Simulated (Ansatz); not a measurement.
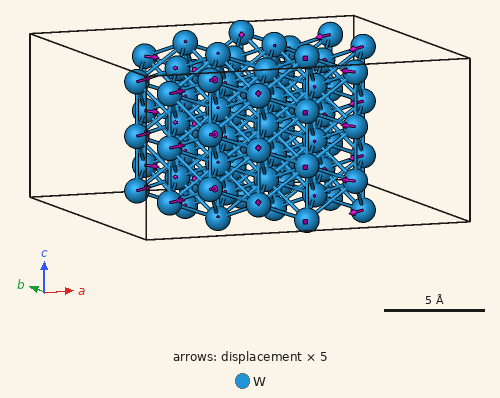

A relaxation of a wire of composition W. The starting structure is drawn; purple arrows show the displacements (the part carried along by the change of the cell is left out), magnified 5 times.

The picture is a ball-and-stick view of the 3 repeat of the cell, with the vacuum cut short, seen slightly off an axis.

Case: wire along [1 1 1], 22 atoms a period.

Level of theory: DFT PBE, scalar-relativistic, plane waves, PAW (Ansatz). Settings: plane-wave cutoff 420 eV; k-point mesh 1 × 1 × 19; occupations gaussian; smearing width 0.05 eV; no spin polarisation; cell relaxed at fixed a, b, alpha, beta, gamma; force threshold 0.02 eV/Å; at most 45 steps.

### What happened in the run?

After 6 accepted moves (7 points after the start) the energy has fallen by 1.965 eV per cell of the calculation. The largest force component goes from 2.1 to 0.013 eV/Å. At 1 point the geometry stayed and the basis and grid were re-selected for the new cell (energy shift of 2.9 meV per cell of the calculation at most each time). The largest moves relative to the centre of the atoms, 0.17 Å, are those of W atoms. Along the periodic axis the drawn cell goes c 8.271 → 8.109 Å (−2.0 %). Among the contacts that change: W–W 3.184 → 3.019 Å, W–W 2.757 → 2.597 Å, W–W 2.757 → 2.632 Å, W–W 3.184 → 3.074 Å. Cost: 11 min on 4 threads of Arm Neoverse V2 (shared host), peak memory 4.1 GiB.
